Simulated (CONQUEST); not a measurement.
## Band-structure run, with input and output: HfO₂

- system: HfO₂ (Fm-3m, 6 atoms in the cell)
- method: Kohn-Sham DFT of a periodic cell, LDA, PseudoDojo NC LDA, no spin polarisation (CONQUEST 1.3)

The structure derives from an entry of the Crystallography Open Database.

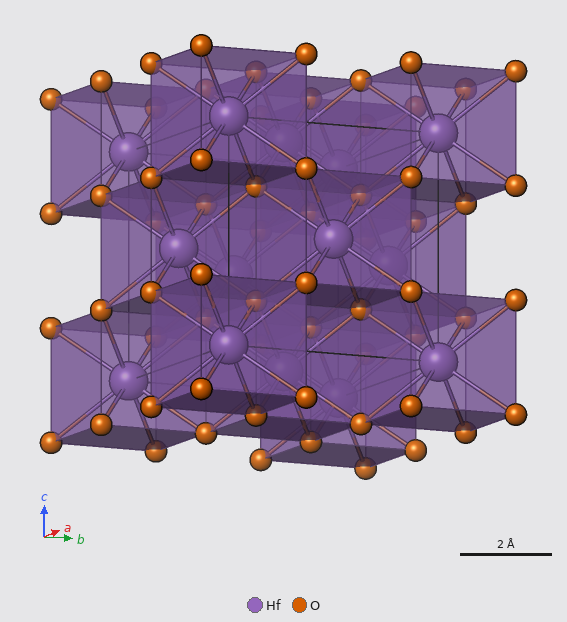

*The input geometry (polyhedral view of the cell 2 times as large as that of the calculation, set on its symmetry axes, seen at an oblique angle; polyhedra are completed across the faces of the cell).*

### The input
```
IO.Title HfO2
IO.Coordinates coords.dat
IO.FractionalAtomicCoords F
IO.Iprint 2
IO.Iprint_init 1
General.NumberOfSpecies 2
General.PseudopotentialType hamann
AtomMove.TypeOfRun static
AtomMove.FullStress T
Grid.GridCutoff 100
DM.SolutionMethod diagon
Diag.MPMesh F
Diag.kT 0.00367493
minE.SCTolerance 1e-6
Diag.SmearingType 1
Diag.MPOrder 1
SC.MaxIters 100
minE.SelfConsistent F
General.LoadRho T
Diag.KspaceLines T
Diag.NumKptLines 9
Diag.NumKpts 8
IO.writeDOS T
%block ChemicalSpeciesLabel
1 178.490 Hf
2 16.000 O
%endblock
%block Diag.KpointLines
0.000000 0.000000 0.000000
0.000000 0.500000 0.000000
0.000000 0.500000 0.000000
0.500000 0.500000 0.000000
0.500000 0.500000 0.000000
0.000000 0.000000 0.000000
0.000000 0.000000 0.000000
0.000000 0.000000 0.500000
0.000000 0.000000 0.500000
0.000000 0.500000 0.500000
0.000000 0.500000 0.500000
0.500000 0.500000 0.500000
0.500000 0.500000 0.500000
0.000000 0.000000 0.500000
0.000000 0.500000 0.000000
0.000000 0.500000 0.500000
0.500000 0.500000 0.000000
0.500000 0.500000 0.500000
%endblock
```

Run on 1 thread of AMD EPYC (Zen 5), 16 GiB of memory available, shared host.

Run as:
```bash
Conquest (self-consistent run, then this one in the same folder)
```

### The program's output
```
Simulation cell dimensions:     6.8349 a0 x     6.8349 a0 x     9.6659 a0

      Atomic coordinates (a0)
         Atom         X         Y         Z  Species
            1    0.0000    0.0000    0.0000        1
            2    3.4174    3.4174    4.8330        1
            3    0.0000    3.4174    2.4165        2
            4    3.4174    0.0000    7.2495        2
            5    0.0000    3.4174    7.2495        2
            6    3.4174    0.0000    2.4165        2
    Using
        This calculation includes non-local pseudopotentials,
         with a maximum core radius of      8.18838327

    Job title: HfO2
    Job to be run: static calculation

    Ground state search:
      Support functions represented with PAO basis
      1:1 PAO to SF mapping
      Non-spin-polarised electrons
      Solving for the K matrix using diagonalisation
      Using order  1 Methfessel-Paxton smearing

    Integration grid size:     32 x   32 x   48

    Integration grid spacing:  0.214 a0 x 0.214 a0 x 0.201 a0

    Number of species:  2
    --------------------------------------------------------
    |   #  mass (au)  Charge (e)  SF Rad (a0)  NSF  Label  |
    --------------------------------------------------------
    |   1    178.490      12.000        8.544   16  Hf     |
    |   2     16.000       6.000        5.126    8  O      |
    --------------------------------------------------------

    LibXC version:  6. 2. 2
    Using the LDA functional Slater exchange
    Using the LDA functional Perdew & Wang

           radial cut-off to be used is taken to be max PAO cut-off radius for this species:    8.188383

           greatest ang. mom. for making density from PAOs:  2

           radial cut-off to be used is taken to be max PAO cut-off radius for this species:    4.856058

           greatest ang. mom. for making density from PAOs:  1
    Minimum blocs/proc is      768. Maximum blocs/proc is      768
    set_atom_dens: In set_atomic_density, electrons :      48.000000000000
 matrix_size & matrix_size_padH =           64          64

    Screened ion int: energy:    -127.145722062920 Ha

          Harris-Foulkes Energy            :      -179.291105296033635 Ha
          GroundState Energy (kT --> 0)    :      -179.291058466343088 Ha
          Free Energy (E-TS)               :      -179.291035051497829 Ha
          DFT Total Energy                 :      -179.120945310276227 Ha
          Total number of electrons        :        48.000023021354814
      | Number of electrons      =        48.000023
      |* band energy as 2Tr[K.H] =       -43.349140086184306 Ha
      |  screened ion-ion energy =      -127.145722062920370 Ha
      |  Ha correction           =        -0.967228055968649 Ha
      |  XC correction           =        -7.829015090960314 Ha
      | GS Energy with kT -> 0   =      -179.291058466343088 Ha
      | Free Energy as E-TS      =      -179.291035051497829 Ha
      |* Harris-Foulkes energy   =      -179.291105296033635 Ha
      |* DFT total energy        =      -179.120945310276227 Ha
      |  estimated accuracy      =        -0.170159985757408 Ha
    get_E_and_F: Change in energy during last step of electronic optimisation:  0.00000E+00

    BIBLIOGRAPHY: Please consider citing the following references in the conquest.bib file

    CONQUEST:         Bowler2002pt, Miyazaki2004, Nakata2020
    Basis:            Bowler2019
    DM:               Bowler:2006xr
    Pseudopotentials: Hamann2013, Bowler2019
    XC references from LibXC:
      P. A. M. Dirac.,  Math. Proc. Cambridge Philos. Soc. 26, 376 (1930)
```

### File coords.dat
```
    6.8348581751     0.0000000000     0.0000000000
    0.0000000000     6.8348581751     0.0000000000
    0.0000000000     0.0000000000     9.6659491275
6
  0.0000000000   0.0000000000   0.0000000000 1 T T T
  3.4174290875   3.4174290875   4.8329745637 1 T T T
  0.0000000000   3.4174290875   2.4164872819 2 T T T
  3.4174290875   0.0000000000   7.2494618456 2 T T T
  0.0000000000   3.4174290875   7.2494618456 2 T T T
  3.4174290875   0.0000000000   2.4164872819 2 T T T
```

### Key numbers

```csv
quantity,value
outcome,converged
space group (tolerance 0.01 Å),Fm-3m (225)
electrons treated,48
Fermi energy of the self-consistent step,−7.513 eV
gap on the band path,3.36 eV
wall time,4.8 s
peak memory,0.31 GiB
```

### Notes

Points of doubt noted for this run: small atomic basis. Spin–orbit coupling is left out, which matters for Hf.
